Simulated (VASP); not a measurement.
**Geometry relaxation of InP (part 6 of 7)**

Continued. System: InP (slab, 20 atoms in the cell). Method: Kohn-Sham DFT of a periodic cell, PBEsol, VASP PAW PBE potentials, recommended, no spin polarisation (VASP 6.6.1); cutoff 520 eV, 4×6×1 k-mesh, Gaussian smearing of 0.05 eV. The structure derives from an entry of the Crystallography Open Database.

Geometry of the input (Å; fractional positions):
```
5.8610  0.0000  0.0000
0.0000  4.1444  0.0000
0.0000  0.0000  34.6496
In 0.5000  0.5000  0.2309
In 0.0000  0.0000  0.2907
In 0.5000  0.5000  0.3505
In 0.0000  0.0000  0.4103
In 0.5000  0.5000  0.4701
In 0.0000  0.0000  0.5299
In 0.5000  0.5000  0.5897
In 0.0000  0.0000  0.6495
In 0.5000  0.5000  0.7093
In 0.0000  0.0000  0.7691
P  0.7500  0.0000  0.2309
P  0.2500  0.5000  0.2907
P  0.7500  0.0000  0.3505
P  0.2500  0.5000  0.4103
P  0.7500  0.0000  0.4701
P  0.2500  0.5000  0.5299
P  0.7500  0.0000  0.5897
P  0.2500  0.5000  0.6495
P  0.7500  0.0000  0.7093
P  0.2500  0.5000  0.7691
```

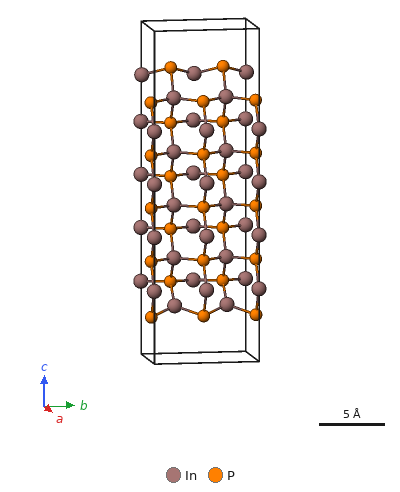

*The geometry at step 10 of the log (ball-and-stick view of the 1 × 2 repeat of the cell, with the vacuum cut short, seen slightly off an axis).*

### Trajectory as extended XYZ, continued
```
20
Lattice="5.8610 0.0000 0.0000 0.0000 4.1444 0.0000 0.0000 0.0000 34.6496" Properties=species:S:1:pos:R:3:forces:R:3 step=2 energy=-88.93849
In    3.1028    2.0722    8.1783   -0.0399   0.0000   0.6591
In    5.8112    0.0000   10.0885   -0.4344   0.0000  -0.7493
In    2.9672    2.0722   12.1599   -0.5808   0.0000  -0.3418
In    5.8510    0.0000   14.2145    0.1109   0.0000   0.1329
In    2.9350    2.0722   16.2910   -0.0690   0.0000  -0.0854
In    0.0045    0.0000   18.3586   -0.0690   0.0000   0.0854
In    2.9205    2.0722   20.4351    0.1109   0.0000  -0.1329
In    0.0367    0.0000   22.4897   -0.5808   0.0000   0.3418
In    2.8807    2.0722   24.5611   -0.4344   0.0000   0.7493
In    0.1723    0.0000   26.4713   -0.0399   0.0000  -0.6591
P     4.3468    0.0000    7.8150    0.7952   0.0000  -0.1545
P     1.3768    2.0722   10.0152    0.2080   0.0000   0.3927
P     4.3891    0.0000   12.1648   -0.0429   0.0000  -0.0054
P     1.4567    2.0722   14.2081    0.0477   0.0000   0.0359
P     4.3946    0.0000   16.2959    0.0052   0.0000  -0.0382
P     1.4641    2.0722   18.3537    0.0052   0.0000   0.0382
P     4.3872    0.0000   20.4415    0.0477   0.0000  -0.0359
P     1.4586    2.0722   22.4848   -0.0429   0.0000   0.0054
P     4.3073    0.0000   24.6344    0.2080   0.0000  -0.3927
P     1.4163    2.0722   26.8346    0.7952   0.0000   0.1545
20
Lattice="5.8610 0.0000 0.0000 0.0000 4.1444 0.0000 0.0000 0.0000 34.6496" Properties=species:S:1:pos:R:3:forces:R:3 step=3 energy=-89.24386
In    3.1393    2.0722    8.2656    0.1286   0.0000   0.3386
In    5.7691    0.0000   10.0392   -0.2689   0.0000  -0.5302
In    2.9346    2.0722   12.1392   -0.3380   0.0000  -0.1777
In    5.8566    0.0000   14.2234    0.0580   0.0000   0.0468
In    2.9312    2.0722   16.2855   -0.0280   0.0000  -0.0411
In    0.0007    0.0000   18.3641   -0.0280   0.0000   0.0411
In    2.9261    2.0722   20.4262    0.0580   0.0000  -0.0468
In    0.0040    0.0000   22.5103   -0.3380   0.0000   0.1777
In    2.8386    2.0722   24.6104   -0.2689   0.0000   0.5302
In    0.2088    0.0000   26.3840    0.1286   0.0000  -0.3386
P     4.3918    0.0000    7.7618    0.4900   0.0000   0.0168
P     1.3713    2.0722   10.0300    0.0170   0.0000   0.3404
P     4.3845    0.0000   12.1691   -0.0544   0.0000  -0.1361
P     1.4582    2.0722   14.2087    0.0141   0.0000   0.0205
P     4.3947    0.0000   16.2948   -0.0184   0.0000   0.0037
P     1.4642    2.0722   18.3548   -0.0184   0.0000  -0.0037
P     4.3887    0.0000   20.4409    0.0141   0.0000  -0.0205
P     1.4540    2.0722   22.4805   -0.0544   0.0000   0.1361
P     4.3018    0.0000   24.6196    0.0170   0.0000  -0.3404
P     1.4613    2.0722   26.8878    0.4900   0.0000  -0.0168
20
Lattice="5.8610 0.0000 0.0000 0.0000 4.1444 0.0000 0.0000 0.0000 34.6496" Properties=species:S:1:pos:R:3:forces:R:3 step=4 energy=-89.38462
In    3.1820    2.0722    8.3679    0.3487   0.0000  -0.1454
In    5.7198    0.0000    9.9815   -0.0137   0.0000  -0.2245
In    2.8962    2.0722   12.1151   -0.0411   0.0000   0.0619
In    0.0021    0.0000   14.2339    0.0030   0.0000  -0.0453
In    2.9267    2.0722   16.2790    0.0211   0.0000   0.0126
In    5.8572    0.0000   18.3706    0.0211   0.0000  -0.0126
In    2.9326    2.0722   20.4157    0.0030   0.0000   0.0453
In    5.8267    0.0000   22.5345   -0.0411   0.0000  -0.0619
In    2.7893    2.0722   24.6681   -0.0137   0.0000   0.2245
In    0.2515    0.0000   26.2817    0.3487   0.0000   0.1454
P     4.4446    0.0000    7.6996    0.0717   0.0000   0.2808
P     1.3649    2.0722   10.0473   -0.2377   0.0000   0.2356
P     4.3792    0.0000   12.1741   -0.0824   0.0000  -0.3027
P     1.4599    2.0722   14.2094   -0.0220   0.0000  -0.0003
P     4.3948    0.0000   16.2936   -0.0475   0.0000   0.0518
P     1.4643    2.0722   18.3560   -0.0475   0.0000  -0.0518
P     4.3904    0.0000   20.4402   -0.0220   0.0000   0.0003
P     1.4487    2.0722   22.4755   -0.0824   0.0000   0.3027
P     4.2954    0.0000   24.6023   -0.2377   0.0000  -0.2356
P     1.5141    2.0722   26.9500    0.0717   0.0000  -0.2808
20
Lattice="5.8610 0.0000 0.0000 0.0000 4.1444 0.0000 0.0000 0.0000 34.6496" Properties=species:S:1:pos:R:3:forces:R:3 step=5 energy=-89.42235
In    3.2193    2.0722    8.3715   -0.1155   0.0000   0.1584
In    5.7108    0.0000    9.9527    0.1176   0.0000   0.0524
In    2.8866    2.0722   12.1166    0.0129   0.0000   0.0703
In    0.0034    0.0000   14.2316   -0.1176   0.0000  -0.1217
In    2.9278    2.0722   16.2791   -0.0040   0.0000   0.0045
In    5.8583    0.0000   18.3705   -0.0040   0.0000  -0.0045
In    2.9339    2.0722   20.4180   -0.1176   0.0000   0.1217
In    5.8171    0.0000   22.5330    0.0129   0.0000  -0.0703
In    2.7803    2.0722   24.6969    0.1176   0.0000  -0.0524
In    0.2888    0.0000   26.2781   -0.1155   0.0000  -0.1584
P     4.4593    0.0000    7.7142    0.0658   0.0000  -0.0086
P     1.3431    2.0722   10.0706    0.0880   0.0000  -0.1276
P     4.3711    0.0000   12.1485   -0.0225   0.0000  -0.1490
P     1.4582    2.0722   14.2095   -0.0226   0.0000   0.0416
P     4.3907    0.0000   16.2979   -0.0020   0.0000  -0.0155
P     1.4602    2.0722   18.3517   -0.0020   0.0000   0.0155
P     4.3887    0.0000   20.4401   -0.0226   0.0000  -0.0416
P     1.4406    2.0722   22.5011   -0.0225   0.0000   0.1490
P     4.2736    0.0000   24.5790    0.0880   0.0000   0.1276
P     1.5288    2.0722   26.9354    0.0658   0.0000   0.0086
20
Lattice="5.8610 0.0000 0.0000 0.0000 4.1444 0.0000 0.0000 0.0000 34.6496" Properties=species:S:1:pos:R:3:forces:R:3 step=7 energy=-89.43667
In    3.2170    2.0722    8.3822    0.0079   0.0000   0.0616
In    5.7185    0.0000    9.9519    0.1055   0.0000   0.0008
In    2.8863    2.0722   12.1226   -0.0215   0.0000   0.0190
In    5.8557    0.0000   14.2218   -0.1026   0.0000  -0.1128
In    2.9278    2.0722   16.2796   -0.0065   0.0000   0.0164
In    5.8583    0.0000   18.3700   -0.0065   0.0000  -0.0164
In    2.9252    2.0722   20.4277   -0.1026   0.0000   0.1128
In    5.8168    0.0000   22.5270   -0.0215   0.0000  -0.0190
In    2.7880    2.0722   24.6977    0.1055   0.0000  -0.0008
In    0.2864    0.0000   26.2674    0.0079   0.0000  -0.0616
P     4.4661    0.0000    7.7178   -0.0005   0.0000   0.0060
P     1.3458    2.0722   10.0651    0.0625   0.0000  -0.0172
P     4.3680    0.0000   12.1324   -0.0027   0.0000  -0.0493
P     1.4562    2.0722   14.2126   -0.0493   0.0000   0.0217
P     4.3898    0.0000   16.2976    0.0074   0.0000  -0.0370
P     1.4593    2.0722   18.3520    0.0074   0.0000   0.0370
P     4.3867    0.0000   20.4370   -0.0493   0.0000  -0.0217
P     1.4375    2.0722   22.5172   -0.0027   0.0000   0.0493
P     4.2763    0.0000   24.5845    0.0625   0.0000   0.0172
P     1.5356    2.0722   26.9318   -0.0005   0.0000  -0.0060
20
Lattice="5.8610 0.0000 0.0000 0.0000 4.1444 0.0000 0.0000 0.0000 34.6496" Properties=species:S:1:pos:R:3:forces:R:3 step=8 energy=-89.44237
In    3.2198    2.0722    8.3954    0.0883   0.0000  -0.0104
In    5.7264    0.0000    9.9466    0.1161   0.0000  -0.0143
In    2.8845    2.0722   12.1300   -0.0504   0.0000  -0.0390
In    5.8458    0.0000   14.2100   -0.1014   0.0000  -0.1121
In    2.9280    2.0722   16.2801   -0.0133   0.0000   0.0292
In    5.8585    0.0000   18.3695   -0.0133   0.0000  -0.0292
In    2.9153    2.0722   20.4396   -0.1014   0.0000   0.1121
In    5.8150    0.0000   22.5196   -0.0504   0.0000   0.0390
In    2.7959    2.0722   24.7030    0.1161   0.0000   0.0143
In    0.2893    0.0000   26.2541    0.0883   0.0000   0.0104
P     4.4763    0.0000    7.7243   -0.0824   0.0000  -0.0259
P     1.3458    2.0722   10.0620    0.0751   0.0000   0.0629
P     4.3632    0.0000   12.1095    0.0244   0.0000   0.0898
P     1.4535    2.0722   14.2162   -0.0813   0.0000   0.0043
P     4.3880    0.0000   16.2979    0.0249   0.0000  -0.0722
P     1.4575    2.0722   18.3517    0.0249   0.0000   0.0722
P     4.3840    0.0000   20.4333   -0.0813   0.0000  -0.0043
P     1.4327    2.0722   22.5401    0.0244   0.0000  -0.0898
P     4.2763    0.0000   24.5876    0.0751   0.0000  -0.0629
P     1.5458    2.0722   26.9252   -0.0824   0.0000   0.0259
20
Lattice="5.8610 0.0000 0.0000 0.0000 4.1444 0.0000 0.0000 0.0000 34.6496" Properties=species:S:1:pos:R:3:forces:R:3 step=9 energy=-89.45275
In    3.2284    2.0722    8.4030    0.0740   0.0000  -0.0129
In    5.7403    0.0000    9.9422    0.0544   0.0000   0.0030
In    2.8795    2.0722   12.1316   -0.0232   0.0000   0.0191
In    5.8316    0.0000   14.1938   -0.0207   0.0000  -0.0355
In    2.9271    2.0722   16.2828   -0.0236   0.0000   0.0214
In    5.8576    0.0000   18.3668   -0.0236   0.0000  -0.0214
In    2.9011    2.0722   20.4558   -0.0207   0.0000   0.0355
In    5.8100    0.0000   22.5180   -0.0232   0.0000  -0.0191
In    2.8098    2.0722   24.7074    0.0544   0.0000  -0.0030
In    0.2979    0.0000   26.2466    0.0740   0.0000   0.0129
P     4.4764    0.0000    7.7264   -0.0522   0.0000  -0.0327
P     1.3516    2.0722   10.0649    0.0682   0.0000   0.0321
P     4.3620    0.0000   12.1020   -0.0126   0.0000   0.0231
P     1.4455    2.0722   14.2189   -0.0705   0.0000  -0.0147
P     4.3889    0.0000   16.2925    0.0062   0.0000  -0.0632
P     1.4584    2.0722   18.3571    0.0062   0.0000   0.0632
P     4.3760    0.0000   20.4307   -0.0705   0.0000   0.0147
P     1.4315    2.0722   22.5476   -0.0126   0.0000  -0.0231
P     4.2821    0.0000   24.5847    0.0682   0.0000  -0.0321
P     1.5459    2.0722   26.9232   -0.0522   0.0000   0.0327
20
Lattice="5.8610 0.0000 0.0000 0.0000 4.1444 0.0000 0.0000 0.0000 34.6496" Properties=species:S:1:pos:R:3:forces:R:3 step=10 energy=-89.45646
In    3.2367    2.0722    8.4103    0.0602   0.0000  -0.0156
In    5.7538    0.0000    9.9379   -0.0054   0.0000   0.0185
In    2.8746    2.0722   12.1331    0.0035   0.0000   0.0758
In    5.8179    0.0000   14.1781    0.0594   0.0000   0.0414
In    2.9263    2.0722   16.2853   -0.0329   0.0000   0.0142
In    5.8568    0.0000   18.3643   -0.0329   0.0000  -0.0142
In    2.8874    2.0722   20.4714    0.0594   0.0000  -0.0414
In    5.8051    0.0000   22.5164    0.0035   0.0000  -0.0758
In    2.8233    2.0722   24.7117   -0.0054   0.0000  -0.0185
In    0.3062    0.0000   26.2393    0.0602   0.0000   0.0156
P     4.4765    0.0000    7.7285   -0.0229   0.0000  -0.0390
P     1.3572    2.0722   10.0677    0.0611   0.0000   0.0015
P     4.3609    0.0000   12.0948   -0.0506   0.0000  -0.0447
P     1.4378    2.0722   14.2215   -0.0611   0.0000  -0.0337
P     4.3897    0.0000   16.2873   -0.0113   0.0000  -0.0551
P     1.4592    2.0722   18.3623   -0.0113   0.0000   0.0551
P     4.3683    0.0000   20.4281   -0.0611   0.0000   0.0337
P     1.4304    2.0722   22.5548   -0.0506   0.0000   0.0447
P     4.2877    0.0000   24.5819    0.0611   0.0000  -0.0015
P     1.5460    2.0722   26.9211   -0.0229   0.0000   0.0390
20
Lattice="5.8610 0.0000 0.0000 0.0000 4.1444 0.0000 0.0000 0.0000 34.6496" Properties=species:S:1:pos:R:3:forces:R:3 step=11 energy=-89.46060
In    3.2461    2.0722    8.4122    0.0188   0.0000  -0.0053
In    5.7594    0.0000    9.9376   -0.0022   0.0000  -0.0152
In    2.8727    2.0722   12.1409    0.0101   0.0000   0.0370
In    5.8171    0.0000   14.1748    0.0077   0.0000  -0.0152
In    2.9228    2.0722   16.2878   -0.0497   0.0000  -0.0057
In    5.8533    0.0000   18.3618   -0.0497   0.0000   0.0057
In    2.8866    2.0722   20.4747    0.0077   0.0000   0.0152
In    5.8032    0.0000   22.5087    0.0101   0.0000  -0.0370
In    2.8289    2.0722   24.7119   -0.0022   0.0000   0.0152
In    0.3156    0.0000   26.2374    0.0188   0.0000   0.0053
P     4.4744    0.0000    7.7258    0.0337   0.0000  -0.0268
P     1.3654    2.0722   10.0692    0.0221   0.0000  -0.0018
P     4.3557    0.0000   12.0874   -0.0100   0.0000   0.0164
P     1.4286    2.0722   14.2195    0.0008   0.0000   0.0243
P     4.3890    0.0000   16.2798   -0.0312   0.0000  -0.0084
P     1.4585    2.0722   18.3698   -0.0312   0.0000   0.0084
P     4.3591    0.0000   20.4301    0.0008   0.0000  -0.0243
P     1.4252    2.0722   22.5622   -0.0100   0.0000  -0.0164
P     4.2959    0.0000   24.5804    0.0221   0.0000   0.0018
P     1.5439    2.0722   26.9238    0.0337   0.0000   0.0268
20
Lattice="5.8610 0.0000 0.0000 0.0000 4.1444 0.0000 0.0000 0.0000 34.6496" Properties=species:S:1:pos:R:3:forces:R:3 step=12 energy=-89.46083
In    3.2488    2.0722    8.4127    0.0059   0.0000  -0.0024
In    5.7610    0.0000    9.9376   -0.0019   0.0000  -0.0246
In    2.8722    2.0722   12.1431    0.0124   0.0000   0.0240
In    5.8169    0.0000   14.1739   -0.0066   0.0000  -0.0304
In    2.9218    2.0722   16.2885   -0.0536   0.0000  -0.0114
In    5.8523    0.0000   18.3611   -0.0536   0.0000   0.0114
In    2.8864    2.0722   20.4757   -0.0066   0.0000   0.0304
In    5.8027    0.0000   22.5065    0.0124   0.0000  -0.0240
In    2.8305    2.0722   24.7120   -0.0019   0.0000   0.0246
In    0.3183    0.0000   26.2369    0.0059   0.0000   0.0024
P     4.4738    0.0000    7.7250    0.0500   0.0000  -0.0238
P     1.3678    2.0722   10.0696    0.0121   0.0000  -0.0024
P     4.3542    0.0000   12.0853    0.0010   0.0000   0.0332
P     1.4260    2.0722   14.2190    0.0176   0.0000   0.0405
P     4.3888    0.0000   16.2776   -0.0370   0.0000   0.0043
P     1.4583    2.0722   18.3720   -0.0370   0.0000  -0.0043
P     4.3565    0.0000   20.4306    0.0176   0.0000  -0.0405
P     1.4237    2.0722   22.5643    0.0010   0.0000  -0.0332
P     4.2983    0.0000   24.5800    0.0121   0.0000   0.0024
P     1.5433    2.0722   26.9246    0.0500   0.0000   0.0238
20
Lattice="5.8610 0.0000 0.0000 0.0000 4.1444 0.0000 0.0000 0.0000 34.6496" Properties=species:S:1:pos:R:3:forces:R:3 step=13 energy=-89.46275
In    3.2535    2.0722    8.4133    0.0086   0.0000  -0.0092
In    5.7633    0.0000    9.9351    0.0022   0.0000  -0.0089
In    2.8726    2.0722   12.1488   -0.0004   0.0000   0.0096
In    5.8159    0.0000   14.1695   -0.0186   0.0000   0.0017
In    2.9151    2.0722   16.2884   -0.0224   0.0000   0.0210
In    5.8456    0.0000   18.3611   -0.0224   0.0000  -0.0210
In    2.8854    2.0722   20.4801   -0.0186   0.0000  -0.0017
In    5.8031    0.0000   22.5008   -0.0004   0.0000  -0.0096
In    2.8328    2.0722   24.7145    0.0022   0.0000   0.0089
In    0.3230    0.0000   26.2363    0.0086   0.0000   0.0092
P     4.4778    0.0000    7.7215    0.0444   0.0000  -0.0147
P     1.3726    2.0722   10.0700   -0.0040   0.0000   0.0084
P     4.3520    0.0000   12.0852    0.0230   0.0000   0.0049
P     1.4237    2.0722   14.2221    0.0044   0.0000   0.0100
P     4.3849    0.0000   16.2748   -0.0371   0.0000   0.0016
P     1.4544    2.0722   18.3748   -0.0371   0.0000  -0.0016
P     4.3542    0.0000   20.4275    0.0044   0.0000  -0.0100
P     1.4215    2.0722   22.5644    0.0230   0.0000  -0.0049
P     4.3031    0.0000   24.5796   -0.0040   0.0000  -0.0084
P     1.5473    2.0722   26.9281    0.0444   0.0000   0.0147
20
Lattice="5.8610 0.0000 0.0000 0.0000 4.1444 0.0000 0.0000 0.0000 34.6496" Properties=species:S:1:pos:R:3:forces:R:3 step=14 energy=-89.46327
In    3.2569    2.0722    8.4137    0.0100   0.0000  -0.0143
In    5.7650    0.0000    9.9332    0.0050   0.0000   0.0022
In    2.8728    2.0722   12.1531   -0.0094   0.0000  -0.0017
In    5.8152    0.0000   14.1662   -0.0270   0.0000   0.0253
In    2.9101    2.0722   16.2884    0.0005   0.0000   0.0448
In    5.8406    0.0000   18.3612    0.0005   0.0000  -0.0448
In    2.8847    2.0722   20.4834   -0.0270   0.0000  -0.0253
In    5.8033    0.0000   22.4965   -0.0094   0.0000   0.0017
In    2.8345    2.0722   24.7164    0.0050   0.0000  -0.0022
In    0.3264    0.0000   26.2358    0.0100   0.0000   0.0143
P     4.4807    0.0000    7.7189    0.0404   0.0000  -0.0080
P     1.3761    2.0722   10.0703   -0.0152   0.0000   0.0165
P     4.3504    0.0000   12.0852    0.0388   0.0000  -0.0159
P     1.4220    2.0722   14.2243   -0.0060   0.0000  -0.0128
P     4.3820    0.0000   16.2726   -0.0371   0.0000  -0.0006
P     1.4515    2.0722   18.3769   -0.0371   0.0000   0.0006
P     4.3525    0.0000   20.4252   -0.0060   0.0000   0.0128
P     1.4199    2.0722   22.5644    0.0388   0.0000   0.0159
P     4.3066    0.0000   24.5793   -0.0152   0.0000  -0.0165
P     1.5502    2.0722   26.9307    0.0404   0.0000   0.0080
20
Lattice="5.8610 0.0000 0.0000 0.0000 4.1444 0.0000 0.0000 0.0000 34.6496" Properties=species:S:1:pos:R:3:forces:R:3 step=15 energy=-89.46494
In    3.2615    2.0722    8.4126    0.0029   0.0000  -0.0051
In    5.7673    0.0000    9.9316    0.0118   0.0000   0.0041
In    2.8721    2.0722   12.1571    0.0118   0.0000  -0.0188
In    5.8115    0.0000   14.1658   -0.0119   0.0000   0.0286
In    2.9052    2.0722   16.2934   -0.0141   0.0000   0.0256
In    5.8357    0.0000   18.3562   -0.0141   0.0000  -0.0256
In    2.8810    2.0722   20.4838   -0.0119   0.0000  -0.0286
In    5.8026    0.0000   22.4925    0.0118   0.0000   0.0188
In    2.8368    2.0722   24.7180    0.0118   0.0000  -0.0041
In    0.3310    0.0000   26.2370    0.0029   0.0000   0.0051
P     4.4881    0.0000    7.7154    0.0171   0.0000   0.0009
P     1.3780    2.0722   10.0724    0.0090   0.0000  -0.0037
P     4.3531    0.0000   12.0834    0.0054   0.0000  -0.0162
P     1.4196    2.0722   14.2252   -0.0111   0.0000   0.0099
P     4.3749    0.0000   16.2705   -0.0209   0.0000   0.0030
P     1.4444    2.0722   18.3791   -0.0209   0.0000  -0.0030
P     4.3501    0.0000   20.4244   -0.0111   0.0000  -0.0099
P     1.4226    2.0722   22.5662    0.0054   0.0000   0.0162
P     4.3085    0.0000   24.5772    0.0090   0.0000   0.0037
P     1.5576    2.0722   26.9342    0.0171   0.0000  -0.0009
20
Lattice="5.8610 0.0000 0.0000 0.0000 4.1444 0.0000 0.0000 0.0000 34.6496" Properties=species:S:1:pos:R:3:forces:R:3 step=16 energy=-89.46544
In    3.2654    2.0722    8.4116   -0.0028   0.0000   0.0024
In    5.7692    0.0000    9.9302    0.0176   0.0000   0.0058
In    2.8714    2.0722   12.1606    0.0299   0.0000  -0.0339
In    5.8083    0.0000   14.1654    0.0012   0.0000   0.0315
In    2.9010    2.0722   16.2977   -0.0261   0.0000   0.0091
In    5.8315    0.0000   18.3519   -0.0261   0.0000  -0.0091
In    2.8777    2.0722   20.4842    0.0012   0.0000  -0.0315
In    5.8019    0.0000   22.4890    0.0299   0.0000   0.0339
In    2.8387    2.0722   24.7194    0.0176   0.0000  -0.0058
In    0.3349    0.0000   26.2380   -0.0028   0.0000  -0.0024
P     4.4945    0.0000    7.7124   -0.0034   0.0000   0.0088
P     1.3795    2.0722   10.0742    0.0293   0.0000  -0.0209
P     4.3555    0.0000   12.0819   -0.0233   0.0000  -0.0164
P     1.4175    2.0722   14.2259   -0.0155   0.0000   0.0291
P     4.3689    0.0000   16.2686   -0.0069   0.0000   0.0060
P     1.4384    2.0722   18.3810   -0.0069   0.0000  -0.0060
P     4.3480    0.0000   20.4237   -0.0155   0.0000  -0.0291
P     1.4250    2.0722   22.5677   -0.0233   0.0000   0.0164
P     4.3100    0.0000   24.5754    0.0293   0.0000   0.0209
P     1.5640    2.0722   26.9372   -0.0034   0.0000  -0.0088
```
